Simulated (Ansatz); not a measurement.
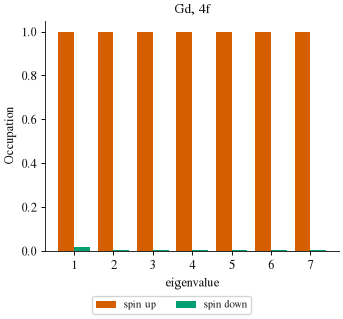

Eigenvalues of the local occupation matrix of the f shell (Löwdin-orthogonalised atomic projectors).

System: GdO, space group F-43m, 2 atoms in the cell, zincblende type; a = 3.82 Å, b = 3.82 Å, c = 3.82 Å, α = 60.00°, β = 60.00°, γ = 60.00°.

Method: DFT r2SCAN+U, scalar-relativistic, plane waves, PAW, Ueff = 2 eV on Gd f, spin-polarised, 6×6×6 k mesh, 500 eV cutoff, Gaussian smearing of 0.05 eV (Ansatz 0.2.0).

What configuration do these occupations show?

Counting eigenvalues over 0.6 as filled, Gd has 7 filled f states (f⁷), 7 up and 0 down; the eigenvalues sum to 7.0.

Start of the run: random orbitals: harmonics, high filling. Such runs often end in metastable states, so this need not be the lowest one. Spin-orbit coupling is left out, which matters for Gd.
